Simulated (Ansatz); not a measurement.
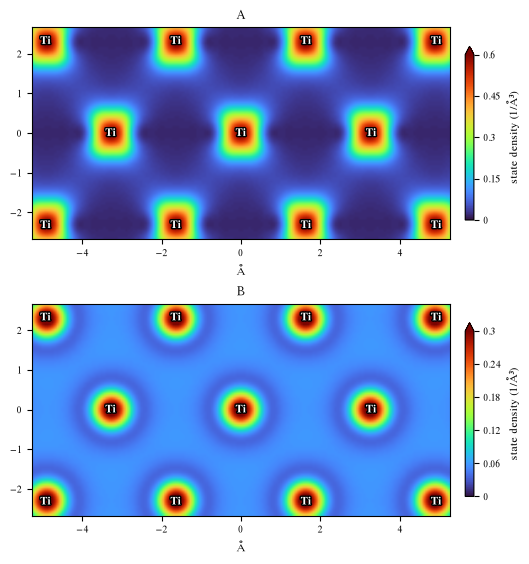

Ti: densities of the states in two energy windows, on the (011̄) plane of the conventional cell.

Space group Im-3m; the calculation finds a residual pressure of about −2 GPa at this fixed cell. This isn't the usual form at ambient conditions.

Method: DFT PBE, scalar-relativistic, plane waves, PAW (Ansatz).

Core electrons are frozen (PAW), so the fields are smoothed inside the atomic spheres.

Question: The windows, about the Fermi level, are −3.9 to −2.0 eV and 0.0 to +1.2 eV. Which panel shows which?

Answer: Panel A: 0.0 to +1.2 eV, the empty states just over the Fermi level, mainly Ti 3d (95 %).
Panel B: −3.9 to −2.0 eV, the middle third of the occupied valence band, mainly Ti 4s (55 %) and Ti 3d (45 %).
The characters are Löwdin shares on a minimal set of atomic orbitals.

Run time: 1 s on 2 threads of Arm Neoverse V2, on a shared host, peak memory 0.28 GiB.
